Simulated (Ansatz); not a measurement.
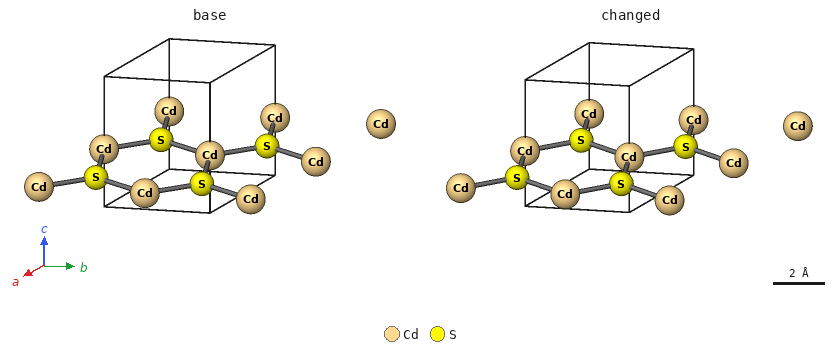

Left: a symmetric starting cell of CdS. Right: the same structure after one change, at the same scale. The picture is a ball-and-stick view of the cell of the calculation, repeated 2 × 2 × 1 with one cell outlined, seen from a free direction.

Method: Ansatz 0.2.0, DFT PBEsol, scalar-relativistic, plane waves, PAW. Set-up: plane-wave cutoff 420 eV; k-point mesh 9 × 9 × 6; occupations gaussian; smearing width 0.02 eV; no spin polarisation.

What was changed?

Answer. The cell is strained by −3.0 % along c and −1.5 % across it (volume −5.8 %) and atoms are displaced by 0.03 Å relative to the cell: Cd 0.03 Å along −c, S 0.03 Å along +c. No relaxation follows. The starting cell wasn't computed here and needn't be at equilibrium, so pressure and forces aren't due to the change alone.

And its effect?

Answer. The pressure is −0.2 GPa (not all of it need come from the change, since the unchanged cell can be under pressure at this level too). The principal stresses (compression positive) are 0.0 GPa along c and −0.4 GPa across it. The forces stay under 0.01 eV/Å. Some distances before and after: Cd–S 2.461 → 2.424 Å. The space group stays P3m1 (No. 156).
